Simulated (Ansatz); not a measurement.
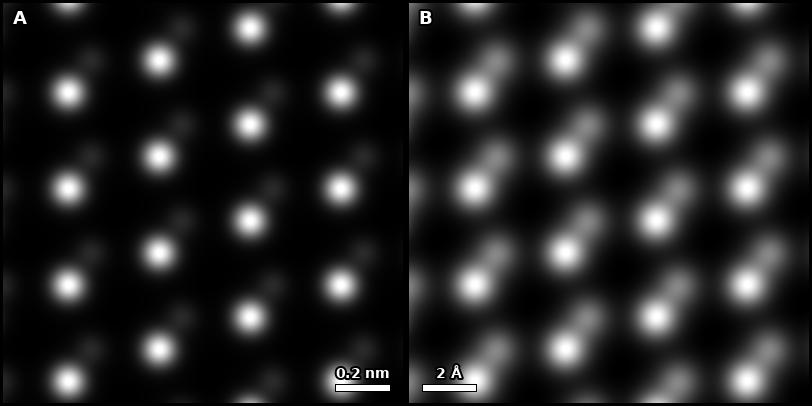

Two simulated images of the same area of InP (F-43m, No. 216) along [110], with a probe of 0.98 Å. One is incoherent Z contrast (Z^1.6 per atom), the other the projected potential of neutral atoms blurred by the probe (iDPC-like, thin sample). Brightness is counted from the darkest point of the image. Model: a calculation's input that goes back to an entry of the Crystallography Open Database (an earlier step may have relaxed or displaced it).

Which panel is which, and how can one tell?

A is the Z-contrast image and B the potential image. The columns of 1 P per repeat reach about 16 % of the brightest peak (1 In) in A but about 52 % in B, mainly since the potential grows much more slowly with atomic number.
